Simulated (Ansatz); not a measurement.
# Molecular dynamics of Na (part 2 of 2)

The same run, continued: Na (P1, 16 atoms in the cell); DFT PBE-D3(BJ), scalar-relativistic, plane waves, PAW, no spin polarisation (Ansatz 0.2.0); cutoff 420 eV, 1×1×1 k-mesh, Fermi–Dirac smearing of 0.1 eV. The structure was built on a prototype by a generator; it need not be a known phase. It belongs to a series of runs on one base structure; here: dynamics from the last frame of the run before.

Geometry of the input (Å; fractional positions):
```
8.7331  0.0000  0.0000
0.0000  8.7331  0.0000
0.0000  0.0000  8.7331
Na 0.0034  0.0943  0.0205
Na 0.4442  0.0258  -0.0194
Na -0.0869  0.4689  -0.0118
Na -0.0263  -0.0023  0.5342
Na 0.3288  0.3420  0.2096
Na 0.5145  0.5094  -0.0912
Na 0.4205  0.0661  0.5002
Na 0.7300  0.1524  0.2900
Na -0.0834  0.3535  0.3442
Na 0.2544  0.8023  0.3170
Na 0.2752  0.3224  0.6907
Na 0.5162  0.5466  0.5600
Na 0.6761  0.7059  0.3217
Na 0.7782  0.3030  0.6944
Na 0.1916  0.7602  0.7953
Na 0.6868  0.8436  0.7661
```

## What the program printed, continued
```
md step    86: t =   172.00 fs  T =   642.8 K (target 560.4 K)  F+E_penalty+E_count = -23781.48257208 eV  E_kin = 1.329438 eV  (5 SCF iters)
md step    87: t =   174.00 fs  T =   596.4 K (target 558.5 K)  F+E_penalty+E_count = -23781.48907640 eV  E_kin = 1.233525 eV  (5 SCF iters)
md step    88: t =   176.00 fs  T =   504.9 K (target 556.7 K)  F+E_penalty+E_count = -23781.49429489 eV  E_kin = 1.044310 eV  (5 SCF iters)
md step    89: t =   178.00 fs  T =   563.5 K (target 554.8 K)  F+E_penalty+E_count = -23781.49983936 eV  E_kin = 1.165466 eV  (5 SCF iters)
md step    90: t =   180.00 fs  T =   576.6 K (target 552.9 K)  F+E_penalty+E_count = -23781.50746909 eV  E_kin = 1.192498 eV  (6 SCF iters)
md step    91: t =   182.00 fs  T =   561.0 K (target 551.1 K)  F+E_penalty+E_count = -23781.51735041 eV  E_kin = 1.160194 eV  (5 SCF iters)
md step    92: t =   184.00 fs  T =   527.5 K (target 549.2 K)  F+E_penalty+E_count = -23781.52765872 eV  E_kin = 1.091037 eV  (5 SCF iters)
md step    93: t =   186.00 fs  T =   484.5 K (target 547.3 K)  F+E_penalty+E_count = -23781.53818254 eV  E_kin = 1.001957 eV  (5 SCF iters)
md step    94: t =   188.00 fs  T =   481.6 K (target 545.5 K)  F+E_penalty+E_count = -23781.55003266 eV  E_kin = 0.996023 eV  (5 SCF iters)
md step    95: t =   190.00 fs  T =   486.2 K (target 543.6 K)  F+E_penalty+E_count = -23781.56171989 eV  E_kin = 1.005481 eV  (5 SCF iters)
md step    96: t =   192.00 fs  T =   521.1 K (target 541.7 K)  F+E_penalty+E_count = -23781.57373485 eV  E_kin = 1.077780 eV  (5 SCF iters)
md step    97: t =   194.00 fs  T =   543.4 K (target 539.9 K)  F+E_penalty+E_count = -23781.58479589 eV  E_kin = 1.123769 eV  (5 SCF iters)
md step    98: t =   196.00 fs  T =   528.4 K (target 538.0 K)  F+E_penalty+E_count = -23781.59429638 eV  E_kin = 1.092831 eV  (4 SCF iters)
md step    99: t =   198.00 fs  T =   513.5 K (target 536.1 K)  F+E_penalty+E_count = -23781.60623336 eV  E_kin = 1.062012 eV  (5 SCF iters)
md step   100: t =   200.00 fs  T =   520.7 K (target 534.3 K)  F+E_penalty+E_count = -23781.61876079 eV  E_kin = 1.076874 eV  (6 SCF iters)
md step   101: t =   202.00 fs  T =   576.2 K (target 532.4 K)  F+E_penalty+E_count = -23781.62773790 eV  E_kin = 1.191740 eV  (5 SCF iters)
md step   102: t =   204.00 fs  T =   556.8 K (target 530.5 K)  F+E_penalty+E_count = -23781.63142581 eV  E_kin = 1.151521 eV  (5 SCF iters)
md step   103: t =   206.00 fs  T =   557.8 K (target 528.7 K)  F+E_penalty+E_count = -23781.63227375 eV  E_kin = 1.153522 eV  (5 SCF iters)
md step   104: t =   208.00 fs  T =   545.8 K (target 526.8 K)  F+E_penalty+E_count = -23781.63497189 eV  E_kin = 1.128888 eV  (5 SCF iters)
md step   105: t =   210.00 fs  T =   522.0 K (target 524.9 K)  F+E_penalty+E_count = -23781.63744237 eV  E_kin = 1.079547 eV  (5 SCF iters)
md step   106: t =   212.00 fs  T =   567.0 K (target 523.1 K)  F+E_penalty+E_count = -23781.63944176 eV  E_kin = 1.172687 eV  (4 SCF iters)
md step   107: t =   214.00 fs  T =   575.5 K (target 521.2 K)  F+E_penalty+E_count = -23781.64312454 eV  E_kin = 1.190217 eV  (5 SCF iters)
md step   108: t =   216.00 fs  T =   544.8 K (target 519.3 K)  F+E_penalty+E_count = -23781.64787429 eV  E_kin = 1.126782 eV  (5 SCF iters)
md step   109: t =   218.00 fs  T =   515.5 K (target 517.5 K)  F+E_penalty+E_count = -23781.65459665 eV  E_kin = 1.066090 eV  (5 SCF iters)
md step   110: t =   220.00 fs  T =   519.1 K (target 515.6 K)  F+E_penalty+E_count = -23781.66120223 eV  E_kin = 1.073575 eV  (6 SCF iters)
md step   111: t =   222.00 fs  T =   561.6 K (target 513.7 K)  F+E_penalty+E_count = -23781.66802472 eV  E_kin = 1.161541 eV  (5 SCF iters)
md step   112: t =   224.00 fs  T =   527.5 K (target 511.9 K)  F+E_penalty+E_count = -23781.67465841 eV  E_kin = 1.091028 eV  (5 SCF iters)
md step   113: t =   226.00 fs  T =   514.6 K (target 510.0 K)  F+E_penalty+E_count = -23781.68124578 eV  E_kin = 1.064216 eV  (4 SCF iters)
md step   114: t =   228.00 fs  T =   540.9 K (target 508.1 K)  F+E_penalty+E_count = -23781.68793317 eV  E_kin = 1.118754 eV  (5 SCF iters)
md step   115: t =   230.00 fs  T =   536.4 K (target 506.3 K)  F+E_penalty+E_count = -23781.69084074 eV  E_kin = 1.109331 eV  (5 SCF iters)
md step   116: t =   232.00 fs  T =   555.1 K (target 504.4 K)  F+E_penalty+E_count = -23781.68953187 eV  E_kin = 1.147987 eV  (5 SCF iters)
md step   117: t =   234.00 fs  T =   521.4 K (target 502.5 K)  F+E_penalty+E_count = -23781.68382401 eV  E_kin = 1.078259 eV  (5 SCF iters)
md step   118: t =   236.00 fs  T =   541.5 K (target 500.7 K)  F+E_penalty+E_count = -23781.67731139 eV  E_kin = 1.119862 eV  (5 SCF iters)
md step   119: t =   2
SCF 300 converged in 4 iterations: F = -23782.518811 eV  dr2 = 9.21e-9
md step   299: t =   598.00 fs  T =   318.3 K (target 300.0 K)  F+E_penalty+E_count = -23782.51881068 eV  E_kin = 0.658374 eV  (4 SCF iters)
iter 1 solved again at ethr=3.35e-7 eV; its pass at ethr=3.10e-3 eV (dr2=4.82e-4 eV) is discarded
SCF iter   1: F=—  HF=-23782.519181 eV  |F-HF|=—  |Δ(HF+E_count)|=         —  Δρ=8.29e-5  dr2=3.65e-4  ethr=3.35e-7  ⟨swp⟩=3.0  Hψ=473  notcnv=0
preconditioner: auto → Resta (q_TF=auto, 2.114 Å⁻¹)  ε∞=5.4  [insulator: Δε(μ)=1.620 eV  Ē_g=2.740 eV  σ=0.100 eV  W_gap=0.78  n_scr=92 (ndim 8)  ℏωp=5.8 eV  f_vac=0.000  D(μ)=16.70/eV (n_scr^D=92)  ε∞_Penn≈5.4]
SCF iter   2: F=—  HF=-23782.519146 eV  |F-HF|=—  |Δ(HF+E_count)|=   3.51e-5  Δρ=4.61e-5  dr2=8.16e-5  ethr=2.54e-7  ⟨swp⟩=1.0  Hψ=88  notcnv=0
SCF iter   3: F=—  HF=-23782.519134 eV  |F-HF|=—  |Δ(HF+E_count)|=   1.27e-5  Δρ=1.39e-5  dr2=4.65e-6  ethr=5.67e-8  ⟨swp⟩=2.0  Hψ=93  notcnv=0
SCF iter   4: F=—  HF=-23782.519107 eV  |F-HF|=—  |Δ(HF+E_count)|=   2.66e-5  Δρ=5.34e-6  dr2=2.44e-7  ethr=3.23e-9  ⟨swp⟩=2.0  Hψ=134  notcnv=0
SCF iter   5: F=—  HF=-23782.519107 eV  |F-HF|=—  |Δ(HF+E_count)|=   3.35e-8  Δρ=1.84e-6  dr2=3.03e-8  ethr=1.69e-10  ⟨swp⟩=2.0  Hψ=166  notcnv=0
SCF iter   6: F=-23782.519107 eV  HF=-23782.519107 eV  |F-HF|=3.09e-10  |Δ(HF+E_count)|=   2.97e-9  Δρ=3.45e-7  dr2=2.35e-9  ethr=1.11e-11  ⟨swp⟩=4.0  Hψ=250  notcnv=0
SCF 301 converged in 6 iterations: F = -23782.519107 eV  dr2 = 2.35e-9
md step   300: t =   600.00 fs  T =   303.2 K (target 300.0 K)  F+E_penalty+E_count = -23782.51910697 eV  E_kin = 0.627098 eV  (6 SCF iters)
```

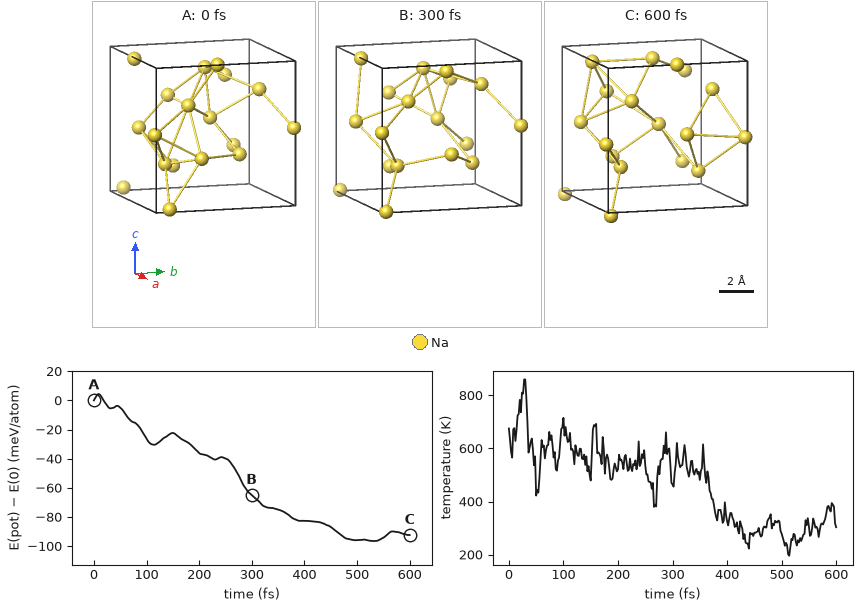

Figure 1. Frames of the molecular dynamics (ball-and-stick, simulation cell, seen slightly off an axis) above the curves, on which the letters mark them. The trajectory kept here has 301 frames over 600 fs. The temperature starts at 675 K, ranges from 196 to 860 K and averages 357 K over the second half. The potential energy ends 92.4 meV/atom below its first value. With the common drift removed, the root-mean-square displacement is 0.96 Å, and Na9 has moved furthest (2.47 Å).

```
SCF converged after 6 iterations
Free energy (F): -23782.519107 eV
Harris-Foulkes:  -23782.519107 eV  (|F-HF|=3.09e-10)
Internal energy: -23781.954225 eV  (E = F + TS)
E sigma→0 (E₀):  -23782.236666 eV
Entropy (-TS):   -0.564882 eV (-35.305 meV/atom)
Fermi energy:    1.837655 eV
--- Per-component energies (eV) ---
  E_band       = -3937.970911
  E_kinetic    = 1921.363909
  E_local      = -23894.084284  (includes V_loc(G=0)·N_el)
  E_nonlocal   = 1840.980780
  E_hartree    = 8808.810382
  E_xc         = -611.199214
  E_vxc        = -785.245294  (∫ρ·V_xc dr)
  E_paw        = -4210.509957  (= ΣΔE_a)
  E_vpaw       = -638.605863  (= ΣTr[D̂ρ^β])
  E_aug_tail   = -0.000491  (compensation charges beyond the density's cutoff)
  E_ewald      = -7635.118140
  E_disp       = -2.197210  (pairwise vdW)
  E_smearing   = -0.564882  (= −TS)
  E_closure    = -0.000000  (closes the sum)
  Σ components = -23782.519107   (vs F -23782.519107, Δ=0.00e0)
--- Forces (eV/Å), atoms counted from 1 ---
  atom   1  Na     0.16006559     0.18559440     0.25227342
  atom   2  Na     0.05186702     0.00515881     0.14182132
  atom   3  Na    -0.12389580     0.03098871    -0.06211919
  atom   4  Na     0.03212101     0.03979018     0.01900291
  atom   5  Na    -0.01526157    -0.06399497    -0.01302034
  atom   6  Na    -0.11652349     0.10398633     0.02614710
  atom   7  Na     0.27417935    -0.14091721    -0.23234982
  atom   8  Na     0.09812494     0.12231844     0.07320861
  atom   9  Na     0.06231746    -0.10674116     0.01402954
  atom  10  Na    -0.06421951    -0.01092661     0.13869145
  atom  11  Na    -0.17836662     0.25856509     0.12045944
  atom  12  Na     0.03266046     0.02057752     0.04377259
  atom  13  Na    -0.02469793     0.12523714     0.02806697
  atom  14  Na     0.10369806    -0.01004937    -0.08596366
  atom  15  Na    -0.11076847    -0.24791368    -0.29601553
  atom  16  Na    -0.18131122    -0.31166929    -0.16800906
  max |Σ_I F_I| component: 1.07e-5 eV/Å
--- MD trajectory: 300 steps, t = 0.0 → 600.0 fs ---
  final state: T = 303.2 K   F+E_penalty+E_count = -23782.51910697 eV   E_kin = 0.627098 eV
```

## Trajectory as extended XYZ (Å, eV, eV/Å), 6 of the 301 frames kept, from step=0 to step=300
```
16
Lattice="8.7331 0.0000 0.0000 0.0000 8.7331 0.0000 0.0000 0.0000 8.7331" Properties=species:S:1:pos:R:3:forces:R:3 step=0 time_fs=0.0 energy=-23781.04090 temperature=675.0
Na    0.0293    0.8237    0.1794    0.0850  -0.1708  -0.0908
Na    3.8797    0.2251   -0.1694    0.0192   0.1095   0.0953
Na   -0.7588    4.0947   -0.1033    0.1362   0.2920   0.0423
Na   -0.2296   -0.0200    4.6653    0.1548  -0.0100   0.0410
Na    2.8715    2.9871    1.8306   -0.0818   0.0375   0.1193
Na    4.4935    4.4483   -0.7968    0.0305   0.0756   0.4805
Na    3.6722    0.5769    4.3681    0.2241  -0.1391   0.0974
Na    6.3750    1.3305    2.5323   -0.9587  -0.6713  -0.3699
Na   -0.7282    3.0871    3.0061    0.8691   0.8928   0.3142
Na    2.2218    7.0069    2.7687   -0.1006  -0.2495  -0.2159
Na    2.4034    2.8154    6.0319   -0.5152  -0.0682   0.1998
Na    4.5082    4.7738    4.8906   -0.1812  -0.0366  -0.1699
Na    5.9045    6.1646    2.8098    0.2347   0.2787  -0.4368
Na    6.7957    2.6464    6.0639   -0.1264  -0.2448   0.0200
Na    1.6736    6.6387    6.9458    0.0482  -0.0606  -0.0762
Na    5.9979    7.3671    6.6905    0.1620  -0.0353  -0.0501
16
Lattice="8.7331 0.0000 0.0000 0.0000 8.7331 0.0000 0.0000 0.0000 8.7331" Properties=species:S:1:pos:R:3:forces:R:3 step=60 time_fs=120.0 energy=-23781.51474 temperature=540.4
Na    0.4755    0.8829   -0.3469   -0.1542  -0.1863   0.0432
Na    3.8944    0.2093   -0.0682   -0.0409  -0.0992  -0.0868
Na   -0.6185    4.1445   -0.0190    0.0135   0.1419  -0.0021
Na   -0.3366    0.2268    4.6459    0.0685  -0.2586   0.0996
Na    2.7283    2.8961    1.3041   -0.0454   0.1934   0.1689
Na    4.5809    4.5602   -1.0076   -0.0240  -0.2326   0.3761
Na    3.6044    0.6253    5.3304   -0.0082  -0.1403  -0.1371
Na    5.5252    1.1138    2.5607    0.1959   0.1310   0.0225
Na   -0.1410    3.0955    3.1522   -0.0160   0.1641  -0.0111
Na    1.7791    7.1087    2.6264    0.0914  -0.0887  -0.1001
Na    1.6210    3.0687    6.1157   -0.1085  -0.0622   0.1204
Na    3.9678    4.6969    4.6253    0.0846  -0.1189  -0.3480
Na    5.7580    6.1353    2.3407    0.0949   0.0672  -0.1217
Na    6.5115    2.4912    5.9865   -0.0153  -0.0061   0.0805
Na    2.2018    6.3711    6.6378   -0.3602   0.3326   0.1078
Na    6.3800    7.1016    7.6479    0.2237   0.1627  -0.2122
16
Lattice="8.7331 0.0000 0.0000 0.0000 8.7331 0.0000 0.0000 0.0000 8.7331" Properties=species:S:1:pos:R:3:forces:R:3 step=120 time_fs=240.0 energy=-23781.66607 temperature=533.6
Na   -0.0184    0.4187   -0.0669    0.0618   0.3389   0.2296
Na    3.9001    0.2887    0.1848    0.0143  -0.0915  -0.1758
Na   -0.7122    4.3973   -0.4640    0.1725  -0.0174   0.3157
Na   -0.5210    0.2316    4.6443    0.0381   0.0687  -0.0333
Na    2.6511    2.8426    1.9214    0.0718  -0.0425   0.0132
Na    4.3680    4.2806   -0.9934   -0.2248   0.1715   0.3950
Na    4.1646    0.0704    5.1633   -0.1054   0.0098  -0.0292
Na    5.9153    1.7081    2.6959    0.0250   0.1506  -0.1519
Na    0.0148    3.9828    2.9991   -0.3306   0.1526   0.1421
Na    1.6300    7.2989    2.8936    0.1407  -0.0731  -0.2048
Na    1.5749    2.9530    5.7194    0.0583  -0.1705   0.2036
Na    3.9152    5.1781    4.6433    0.0519  -0.0470  -0.1159
Na    5.8295    6.4443    2.1276    0.1151   0.0704  -0.0610
Na    6.4369    2.6544    6.2794    0.0610  -0.2768  -0.2828
Na    1.3000    6.7330    6.8425    0.3789  -0.0841  -0.1375
Na    6.8600    7.2428    7.0784   -0.5285  -0.1597  -0.1071
16
Lattice="8.7331 0.0000 0.0000 0.0000 8.7331 0.0000 0.0000 0.0000 8.7331" Properties=species:S:1:pos:R:3:forces:R:3 step=180 time_fs=360.0 energy=-23782.26108 temperature=494.4
Na   -0.0506    0.7034   -0.1068   -0.0898  -0.1306   0.0627
Na    4.0337    0.6165   -0.1206    0.0515  -0.2277  -0.1978
Na   -0.6127    4.3290    0.0011    0.0397   0.0277   0.0601
Na   -0.3522    0.2952    4.5333    0.0290  -0.0730   0.0467
Na    2.6448    2.6742    1.7620   -0.2581   0.0890   0.3046
Na    3.8006    4.8425   -0.5654    0.0934  -0.0761   0.1645
Na    4.1969    0.0140    5.0310   -0.1166   0.0628  -0.1070
Na    6.1339    1.6900    2.3614    0.0119   0.1947  -0.0216
Na    0.1944    4.9197    3.7017   -0.1471  -0.1922   0.1281
Na    2.0008    7.4847    2.5502    0.0491   0.0596  -0.2689
Na    1.6992    2.5270    6.3814    0.0830   0.0836  -0.0654
Na    3.5698    5.2734    4.5594    0.2067  -0.2528  -0.0082
Na    6.1518    6.7500    2.6478   -0.0241   0.0419  -0.1814
Na    6.2065    2.6171    5.8937    0.0126   0.1694   0.1635
Na    1.4956    6.7224    6.6861   -0.1084   0.1579   0.0313
Na    6.2065    6.8468    7.0674    0.1673   0.0657  -0.1113
16
Lattice="8.7331 0.0000 0.0000 0.0000 8.7331 0.0000 0.0000 0.0000 8.7331" Properties=species:S:1:pos:R:3:forces:R:3 step=240 time_fs=480.0 energy=-23782.55820 temperature=352.0
Na   -0.4133    0.4005   -0.1342    0.0364   0.0303   0.0271
Na    4.1740    0.8689   -0.1332   -0.1092  -0.1860  -0.1232
Na   -0.3292    4.3964    0.3116    0.0279   0.0195  -0.0397
Na   -0.5036    0.1594    4.4460    0.1033  -0.0083   0.0833
Na    2.4633    2.7226    2.4339   -0.2011  -0.0989   0.0039
Na    3.7878    4.5529   -0.1919    0.0829   0.0070   0.1429
Na    3.7379    0.1730    4.7242    0.1239   0.0034   0.0303
Na    6.0741    1.7557    2.3551    0.0162   0.2327   0.0627
Na    0.1569    5.2945    4.3878   -0.1865  -0.1250  -0.0377
Na    2.1821    7.4171    2.0542   -0.0785  -0.0907  -0.0941
Na    1.6565    2.5593    6.2771   -0.0034   0.0207   0.0840
Na    3.5184    5.1633    4.5228    0.2734  -0.0587  -0.0072
Na    6.1992    6.5225    2.3115   -0.0975   0.1095  -0.0489
Na    5.8877    2.9378    6.2782    0.1491  -0.0541  -0.0734
Na    1.9543    6.7625    6.9425   -0.1457   0.2107   0.0788
Na    6.0893    6.8287    6.9586    0.0088  -0.0121  -0.0887
16
Lattice="8.7331 0.0000 0.0000 0.0000 8.7331 0.0000 0.0000 0.0000 8.7331" Properties=species:S:1:pos:R:3:forces:R:3 step=300 time_fs=600.0 energy=-23782.51911 temperature=303.2
Na   -0.4564    0.4099   -0.1100    0.1601   0.1856   0.2523
Na    3.9854    0.6518   -0.1918    0.0519   0.0052   0.1418
Na    0.0275    4.3997    0.1652   -0.1239   0.0310  -0.0621
Na   -0.2774    0.0453    4.2539    0.0321   0.0398   0.0190
Na    2.0199    2.5803    2.4363   -0.0153  -0.0640  -0.0130
Na    4.3808    4.3064   -0.1046   -0.1165   0.1040   0.0261
Na    3.4864    0.1072    4.8568    0.2742  -0.1409  -0.2324
Na    5.7912    1.8441    2.3937    0.0981   0.1223   0.0732
Na   -0.3106    5.1383    4.6017    0.0623  -0.1067   0.0140
Na    2.2669    6.8884    1.9781   -0.0642  -0.0109   0.1387
Na    1.8704    2.2626    6.3610   -0.1784   0.2586   0.1205
Na    3.9816    4.8313    4.5750    0.0327   0.0206   0.0438
Na    6.2427    6.5621    2.0026   -0.0247   0.1252   0.0281
Na    6.1612    2.4118    6.3986    0.1037  -0.0100  -0.0860
Na    2.0166    7.1235    7.4051   -0.1108  -0.2479  -0.2960
Na    6.3667    7.4085    6.9100   -0.1813  -0.3117  -0.1680
```

## Key numbers

- outcome: finished
- mean temperature over the second half: 357 K
- trajectory: 300 steps, 600 fs
- ensemble: nvt_langevin
- temperature in the input: 720.0 K
- time step: 2 fs
- space group of the start (tolerance 0.01 Å): P1 (1)
- electrons treated: 144
- potential energy (free energy of the electrons) (last step): −23782.5191 eV
- Fermi energy (last step): 1.838 eV
- largest force (length of the vector) (last step): 0.402 eV/Å
- hardware: 1 thread of Arm Neoverse V2, 128 GiB of memory available, shared host
- wall time: 14 min
- peak memory: 0.6 GiB

The k-point mesh is coarse for a cell of this size, so the results may not be converged. The temperature stays far from the 720 K of the thermostat over the second half: the run isn't equilibrated.
